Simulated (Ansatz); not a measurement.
Read the following structure.

```cif
data_structure
_symmetry_space_group_name_H-M 'P 1'
_symmetry_Int_Tables_number 1
_cell_length_a 4.3740
_cell_length_b 4.3740
_cell_length_c 4.3740
_cell_angle_alpha 90.000
_cell_angle_beta 90.000
_cell_angle_gamma 90.000
_cell_volume 83.68
loop_
_atom_site_label
_atom_site_type_symbol
_atom_site_fract_x
_atom_site_fract_y
_atom_site_fract_z
_atom_site_occupancy
Al1 Al 0.00000 0.00000 0.00000 1
N1 N 0.25000 0.25000 0.25000 1
Al2 Al 0.00000 0.50000 0.50000 1
N2 N 0.25000 0.75000 0.75000 1
Al3 Al 0.50000 0.00000 0.50000 1
N3 N 0.75000 0.25000 0.75000 1
Al4 Al 0.50000 0.50000 0.00000 1
N4 N 0.75000 0.75000 0.25000 1
```

**Interpret the file: composition, symmetry and coordination.**

Formula: AlN. The space group is F-43m (No. 216); the lattice is face-centred cubic. This arrangement goes by the name zinc blende (sphalerite type). With Z = 4, the cell contains 4 Al, 4 N. About every Al there are four N in a tetrahedral arrangement at 1.89 Å. About every N there are four Al in a tetrahedral arrangement at 1.89 Å. The bonds build a three-dimensional framework.

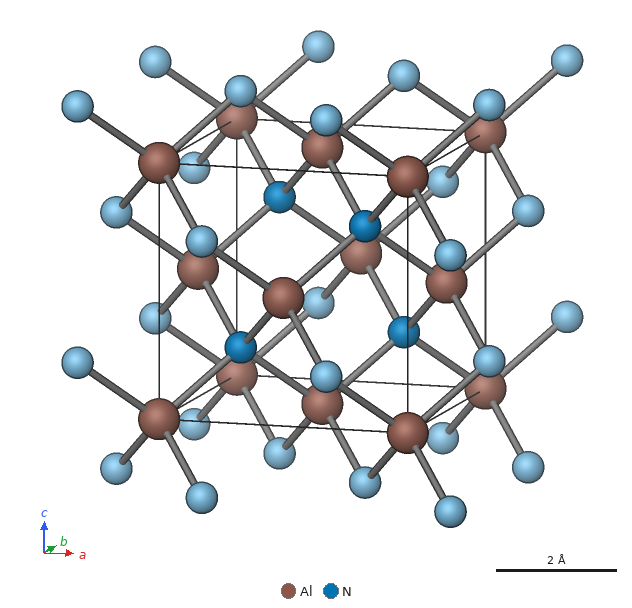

View slightly off an axis, drawn as a ball-and-stick model. One conventional unit cell is outlined, and atoms on its boundary appear in each equivalent place. Periodic images bonded to atoms of the box are shown as well, in fainter colours. Colours: aluminium brown, nitrogen blue.

The initial geometry was a structure listed in the Materials Project. It was relaxed with DFT PBE, scalar-relativistic, plane waves, PAW in Ansatz under a constraint or pressure on the cell, so some stress remains.
